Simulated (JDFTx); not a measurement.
**Se: 7 runs along one coordinate**

System: Se (3 atoms in the cell).
Method: Kohn-Sham DFT of a periodic cell, PBEsol, PseudoDojo-SR-PBEsol-0.4.1-standard, no spin polarisation (JDFTx 1.7.0 (patched build)).

The 7 runs differ only in the geometry, by an even scaling of the cell at fixed fractional positions. The structure derives from an entry of the Crystallography Open Database.

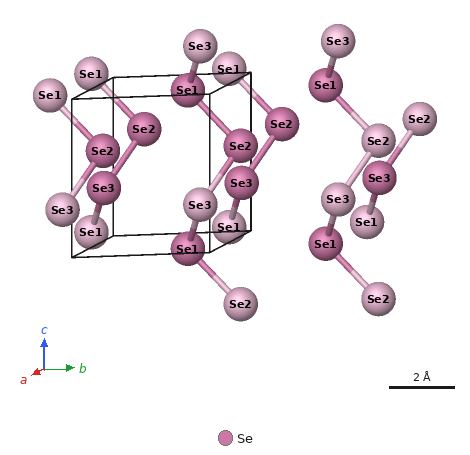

Figure 1. The structure of run 4 (ball-and-stick view of the cell of the calculation, repeated 1 × 2 × 1, seen slightly off an axis; neighbours outside the cell are drawn fainter; atoms are numbered from 1 in the order of the input). An atom can appear more than once, as a periodic image.

**Input of run 4**
```
lattice \
    8.2509222053    -4.1254611027     0.0000000000 \
    0.0000000000     7.1455082345     0.0000000000 \
    0.0000000000     0.0000000000     9.3609473309
coords-type Lattice
ion Se     0.7746000000     0.7746000000     0.0000000000 1
ion Se     0.0000000000     0.2254000000     0.6666666667 1
ion Se     0.2254000000     0.0000000000     0.3333333333 1

ion-species pseudo/Se.upf
elec-cutoff 43 344
elec-ex-corr gga-PBEsol
kpoint-folding 7 7 6
elec-smearing Fermi 0.0018374661
elec-n-bands 32
electronic-SCF nIterations 100 energyDiffThreshold 1e-09
electronic-minimize nIterations 30 energyDiffThreshold 1e-7
forces-output-coords Cartesian

dump-name run.$VAR
dump End Ecomponents EigStats BandEigs Kpoints Forces Stress
```

Command:
```bash
jdftx -c 1 -i Se.in -o Se.out
```

Lattice vectors (Å) and fractional positions of run 4:
```
   4.366200    0.000000    0.000000
  -2.183100    3.781240    0.000000
   0.000000    0.000000    4.953600
Se  0.774600  0.774600  0.000000
Se -0.000000  0.225400  0.666667
Se  0.225400  0.000000  0.333333
```

Run 2 differs from it as follows:
```diff
-    8.2509222053    -4.1254611027     0.0000000000 \
-    0.0000000000     7.1455082345     0.0000000000 \
-    0.0000000000     0.0000000000     9.3609473309
+    8.1394095869    -4.0697047935     0.0000000000 \
+    0.0000000000     7.0489354741     0.0000000000 \
+    0.0000000000     0.0000000000     9.2344325340
```

**Results, with one run withheld**

```tsv
run	volume per atom (Å³)	free energy per atom, from the lowest run given (meV)	pressure (GPa)	gap on the mesh (eV)
1	25.625	21.59	4.24	1.07
2	26.170	?	?	?
3	26.716	2.70	1.40	1.11
4	27.261	0.00	0.19	1.13
5	27.806	1.18	−0.89	1.15
6	28.351	5.86	−1.86	1.13
7	28.896	13.65	−2.73	1.11
```

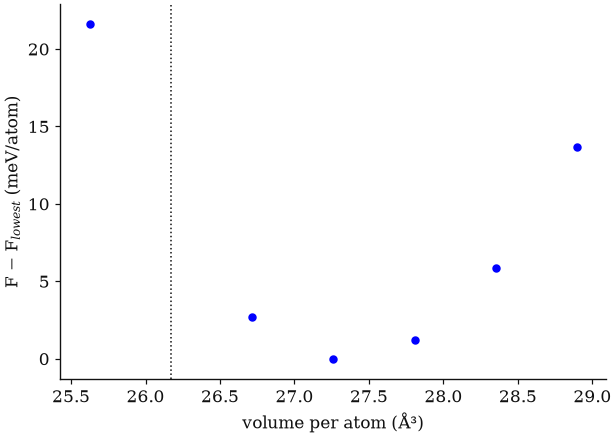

Figure 2. Free energy per atom of the runs given; the dotted line marks run 2.

What should run 2 give?

A cubic polynomial in V^(−2/3) (the Birch–Murnaghan form), fitted to the 6 runs given, misses them by at most 0.01 meV per atom. With x = V^(−2/3) − 0.11001 Å⁻², it reads F = −0.045731 − 228.31 x + 8.882e+05 x² + 1.6812e+06 x³ (meV per atom). At run 2 it gives 9.74 meV per atom, and the run itself gives 9.74. The slope of the fit gives a pressure −dF/dV of 2.75 GPa there, and the run prints 2.74 GPa. The fit has its minimum at 27.358 Å³ per atom, where V d²F/dV² gives 56.1 GPa. Cell shape and fractional positions are held, so this is the stiffness under even scaling; the relaxed bulk modulus wasn't computed and can be far lower in a crystal of layers, chains or molecules like this one. The gap on the mesh lies between 1.07 eV (run 1) and 1.15 eV (run 5); run 2 has 1.09 eV. These are gaps of this functional on this mesh, which can miss the band edges; they aren't the measured gap.

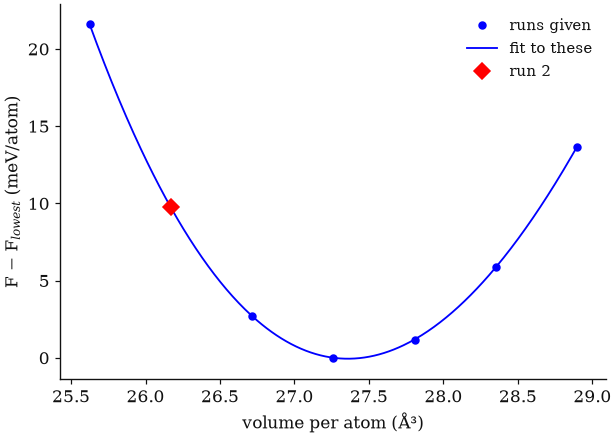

Figure 3. The fit and the withheld run.

**Some lines of the output (run 2)**
```
[...]
unit cell volume = 529.818
     Etot =     -334.1935230131297772
        F =     -334.1935230390828337
	HOMO-LUMO gap: +0.040030
	Optical gap  : +0.054552 at state 35 ( [ +0.142857 +0.428571 +0.500000 ] spin 0 )
```
